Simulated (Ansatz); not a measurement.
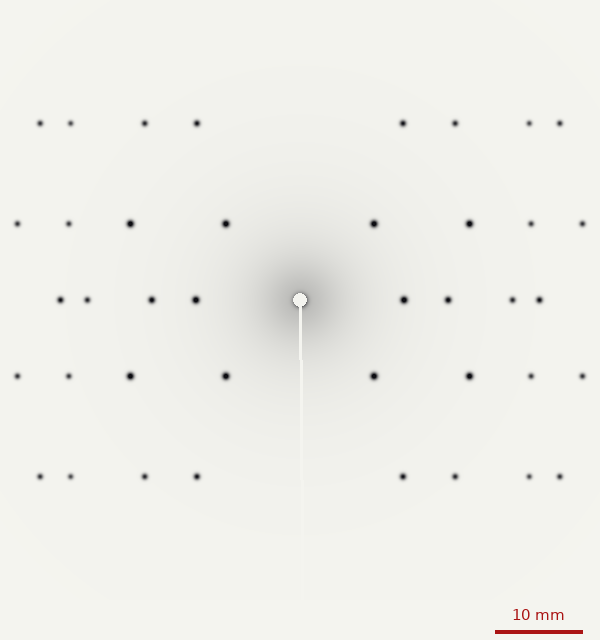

Simulated X-ray rotation photograph: Mo Kα radiation (λ = 0.7107 Å), cylindrical film of radius 30.0 mm unrolled, rotation axis vertical and normal to the beam, kinematic intensities without Lorentz or polarisation factors, the film spanning ±63° about the beam; spots down to d = 0.68 Å.

Question: Measure the layer lines and find the identity period along the axis.

Answer: The first layer line lies 8.8 mm from the equator, so tan ν = 0.292, sin ν = 0.280 and the period is λ/sin ν = 2.54 Å. Further lines follow at 20.3 mm.

The crystal is Be, space group Im-3m (No. 229), a = 2.54 Å. Structure: the input geometry of an electronic-structure calculation (not necessarily at equilibrium); the starting structure was generated, so it need not be a known form of this composition.

Question: About which axis was it rotated?

Answer: About [001] (or an equivalent direction), whose length in the conventional cell is 2.535 Å.
